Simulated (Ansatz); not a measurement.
The Ansatz input:

```
crystal:
  lattice:
    - [3.2063130069, 0.0, 0.0]
    - [-1.6031565035, 2.7767485164, 0.0]
    - [0.0, 0.0, 5.3282068769]
  atoms:
    - { symbol: Hf, position: [0.3333333333, 0.6666666667, 0.75] }
    - { symbol: Hf, position: [0.6666666667, 0.3333333333, 0.25] }
    - { symbol: H, position: [0.0, 0.0, 0.0] }
    - { symbol: H, position: [0.0, 0.0, 0.5] }
basis:
  ecutwfc: 420
kpoints:
  mp_grid: { grid: [18, 18, 10] }
  band_path:
    path:
      - [[0.0, 0.0, 0.0], [0.5, 0.0, 0.0], [0.33333333, 0.33333333, 0.0], [0.0, 0.0, 0.0], [0.0, 0.0, 0.5], [0.5, 0.0, 0.5], [0.33333333, 0.33333333, 0.5], [0.0, 0.0, 0.5]]
      - [[0.5, 0.0, 0.5], [0.5, 0.0, 0.0]]
      - [[0.33333333, 0.33333333, 0.5], [0.33333333, 0.33333333, 0.0]]
    npoints: 14
hamiltonian:
  xc: pbe
scf:
  occupations: { method: gaussian, width: 0.1 }
  n_extra_bands: 10
output:
  forces: true
  stress: true
  eigenvalues: true
  populations: true
  dos: { projected: true, de: 0.02, nscf_kmesh: { grid: [22, 22, 12] } }
  bader: true
  write_density: true
  write_potential: true
  elf: true
  volumetric_format: npy
```

Command:
```bash
ansatz run input.yaml --threads 1 --pin off --max-ram 2048MiB --backend cpu --events-out ev --progress --plain --runs-dir out
```

What does the calculation give for the electronic structure? The path is Γ–M–K–Γ–A–L–H–A|L–M|H–K.

A metal: 3 bands cross the Fermi level along this path. Bands cross the Fermi level on Γ–M, M–K, K–Γ, Γ–A, A–L, H–A and L–M, and not on L–H and H–K. At L the nearest levels lie 0.69 eV below and 2.32 eV above the Fermi level. The density of states at the Fermi level is about 3.4 per eV and cell (mean within 0.25 eV), or 0.85 per atom.

The structure is an invented one, so it need not be a known or stable phase. Spin-orbit coupling is left out, which matters for Hf.

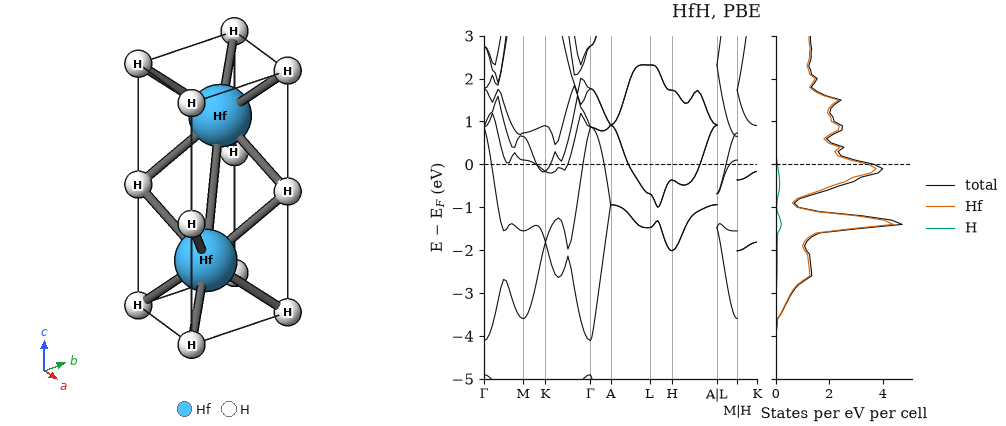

Band structure and density of states, beside the structure. Energies are counted from the Fermi level. The partial curves are projected on Löwdin-orthogonalised atomic shells.
